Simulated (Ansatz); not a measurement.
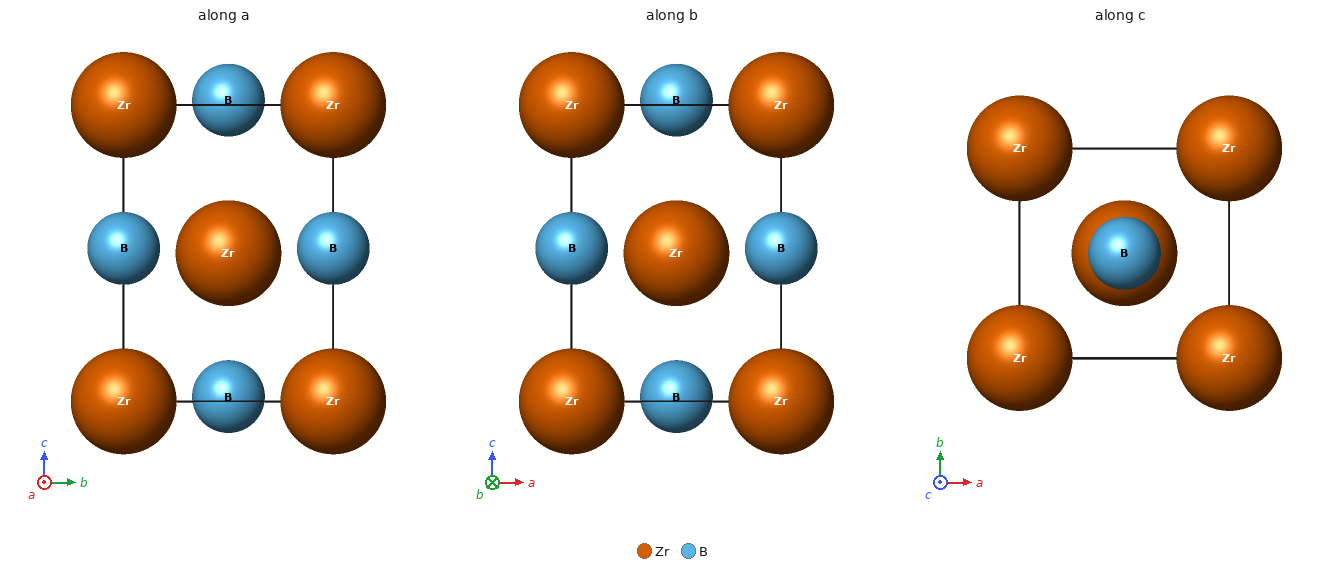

A spheres-only picture of a crystal structure, seen along the a axis, along the b axis and along the c axis. The parallelepiped is the conventional unit cell.

Edges and angles: a = 3.468 Å, b = 3.468 Å, c = 4.904 Å, α = 90.00°, β = 90.00°, γ = 90.00°.

The composition is ZrB.

What lattice type does the structure have?

Body-centred tetragonal.

Name the space group.

I4mm (No. 107), with Zr on 2a and B on 2a.

It goes back to a structure type known for this compound. The cell was then strained or its atoms displaced on purpose. It was run through Ansatz as a DFT input.
